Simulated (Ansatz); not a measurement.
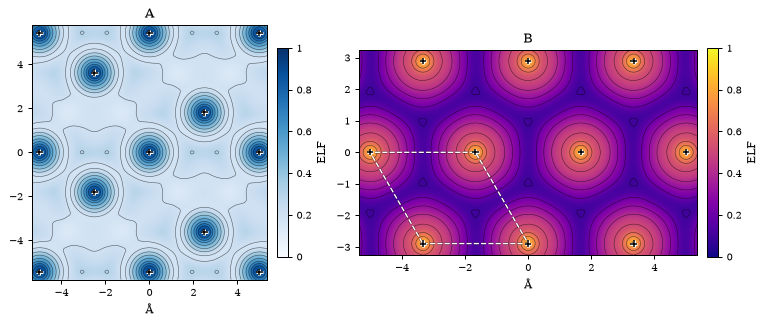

The electron localisation function of 2 systems, each on a plane through atoms (crosses mark nuclei in the plane).

Method: Ansatz 0.2.0, DFT PBE+D3(BJ), scalar-relativistic, plane waves, PAW.

System 1: Hg, the (001) plane of the conventional cell. Space group P6₃/mmc; a structure from a database of computed crystals, not necessarily the ambient phase.

```xyz
4
Lattice="3.3375 0.0000 0.0000 -1.6687 2.8904 0.0000 0.0000 0.0000 10.5883" Properties=species:S:1:pos:R:3 pbc="T T T"
Hg    0.0000    0.0000    0.0000
Hg    0.0000    1.9269    2.6471
Hg    0.0000    0.0000    5.2941
Hg    1.6688    0.9634    7.9412
```

System 2: Cd, the (110) plane of the conventional cell. Space group P6₃/mmc; a structure from a database of computed crystals, not necessarily the ambient phase.

```cif
data_structure
_symmetry_space_group_name_H-M 'P 1'
_symmetry_Int_Tables_number 1
_cell_length_a 3.1362
_cell_length_b 3.1362
_cell_length_c 9.9967
_cell_angle_alpha 90.000
_cell_angle_beta 90.000
_cell_angle_gamma 120.000
_cell_volume 85.15
loop_
_atom_site_label
_atom_site_type_symbol
_atom_site_fract_x
_atom_site_fract_y
_atom_site_fract_z
_atom_site_occupancy
Cd1 Cd 0.00000 0.00000 0.00000 1
Cd2 Cd 0.33333 0.66667 0.25000 1
Cd3 Cd 0.00000 0.00000 0.50000 1
Cd4 Cd 0.66667 0.33333 0.75000 1
```

> Match each panel to its system.

Panel A is system 2, Cd: the plane holds Cd. Cd–Cd (3.09 Å): the ELF is about 0.20 at the midpoint (no localised pair shows between them). Panel B is system 1, Hg: the plane holds Hg. Hg–Hg (3.34 Å): the ELF is about 0.10 at the midpoint (no localised pair shows between them).
